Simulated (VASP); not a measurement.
The compound is CdO (space group Fm-3m, No. 225), taken as the geometry relaxed with VASP Kohn-Sham DFT of a periodic cell, revPBE with D4, VASP PAW PBE potentials, recommended (VASP).

Space group Fm-3m (No. 225). a = 4.743 Å, b = 4.743 Å, c = 4.743 Å, α = 90.00°, β = 90.00°, γ = 90.00°

| atom | site | symmetry | x | y | z |
| --- | --- | --- | --- | --- | --- |
| Cd | 4a | m-3m | 0.0000 | 0.0000 | 0.0000 |
| O | 4b | m-3m | 0.5000 | 0.0000 | 0.0000 |

Bonds are taken as Cd–O below 2.7 Å; no other contact counts. Simplification: prune 0- and 1-connected atoms, fold 2-connected ones into links.

What net does this leave?

The result is a uninodal 6-connected, three-periodic net: Cd and O are 6-connected nodes. It is the pcu net, known from NaCl, ReO3 and the B-X framework of perovskite. It is a single net, without interpenetration.

| node | links | point symbol | coordination sequence |
| --- | --- | --- | --- |
| Cd and O | 6 | 4^12.6^3 | 6 18 38 66 102 146 198 258 |

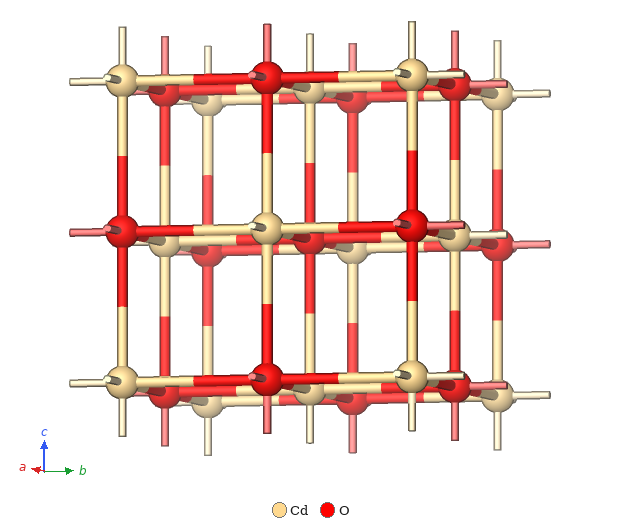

Nodes are coloured by element. Short stubs are edges that leave the cut-out.
